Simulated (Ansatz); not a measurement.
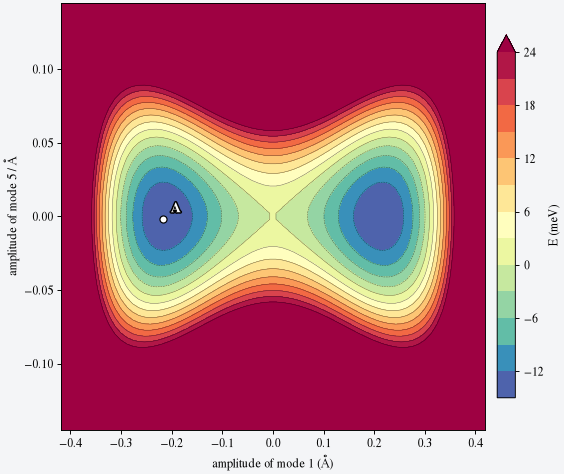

Cu (I4/mmm, No. 139; 2 atoms in the cell). The energy is mapped over two normal modes frozen in (zone-centre modes of the 2-atom cell of this scan, which folds in the wave vector (0, 0, 1/2) of the primitive cell). First axis: amplitude of mode 1 (54i cm⁻¹), largest displacement. Second axis: amplitude of mode 5 (174 cm⁻¹), largest displacement. Nothing is relaxed (the cell and all other modes fixed). Grid: 9 × 9 points; 25 points were computed and 56 follow by symmetry. Points are written as (first, second). Energies are in meV per cell, from the relaxed high-symmetry cell. Level of theory: Ansatz, DFT LDA, scalar-relativistic, plane waves, PAW. Settings: cutoff 520 eV, k-mesh 20×20×12 in the order of the run's cell vectors, gaussian smearing 0.15 eV, no spin polarisation.

Drawn: filled contours, one colour for all values above the top of the scale, the point A. Between grid points the surface is interpolated.

### What is the easiest way out of the well at A, and how high is the barrier?

The easiest path leads from the well at (−0.209 Å, 0.000 Å) to a well of about the same depth at (0.209 Å, 0.000 Å). Its highest point lies about 15 meV above the bottom of the first well on the interpolated surface, at (0.000 Å, 0.000 Å). This is the barrier on the constrained surface; relaxing the other coordinates would change it.

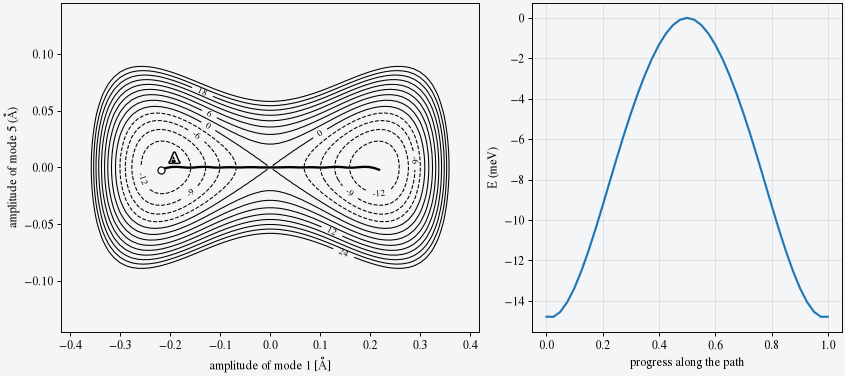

The picture shows contour lines labelled in meV (none above 24), a line along the lowest path, the energy along the path at the right. Between grid points the surface is interpolated.

PAW datasets: the set soft_1.
